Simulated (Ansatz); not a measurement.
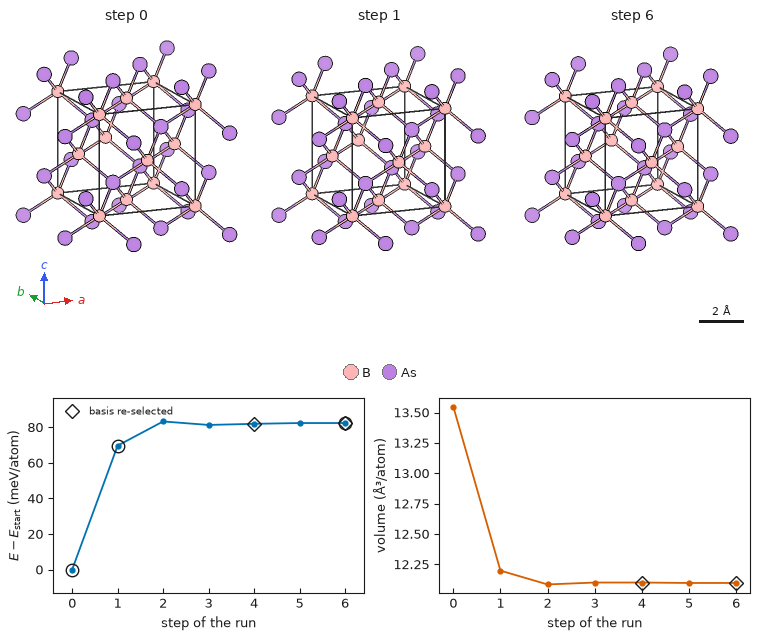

Frames of a relaxation of a crystal of BAs (set up in F-43m), marked on the history of the run. The picture is a ball-and-stick view of the conventional cell (4 times the calculation's cell), seen slightly off an axis. Lengths and directions refer to the drawn axes.

Case: relaxed at 20 GPa.

Level of theory: DFT PBEsol, scalar-relativistic, plane waves, PAW in Ansatz 0.2.0. (plane-wave cutoff 420 eV; k-point mesh 10 × 10 × 10; occupations fixed; target pressure 20 GPa; no spin polarisation; cell and atoms relaxed; force threshold 0.001 eV/Å; at most 60 steps)

**Describe the path.**

The energy rises by 82.4 meV per atom in 4 accepted moves (6 points after the start). With the target pressure of 20 GPa, the enthalpy E + pV changes by −98.8 meV per atom. All forces vanish by symmetry, so only the cell relaxes. The pressure goes from 0.00 to 20.00 GPa. The SCF was repeated twice at an unchanged geometry on a basis and grid sized afresh for the cell, which shifted the energy by 0.6 meV per atom at most. The atoms keep their places relative to the cell (all moves are under 0.005 Å). The drawn cell changes as follows: a = b = c 4.768 → 4.591 Å (−3.7 %); the volume changes by −10.7 %. Near-neighbour distances that change, for instance: As–B 2.065 → 1.988 Å. The space group stays F-43m (No. 216). The run took 11 s on 1 thread of Arm Neoverse V2 (shared host), peak memory 0.29 GiB. From step 0 to 1: volume −10.0 %, energy +69.7 meV per atom. From step 1 to 6: volume −0.8 %, energy +12.7 meV per atom.

```csv
step,"E − E(0), meV/atom","pressure, GPa","volume, Å³/atom",note
0,0.00,0.00,13.548,
1,69.67,18.27,12.199,
2,83.26,20.28,12.085,
3,81.30,20.00,12.101,
4,81.93,19.94,12.101,"same geometry, new basis"
5,82.37,20.00,12.097,
6,82.37,20.00,12.097,"same geometry, new basis"
```
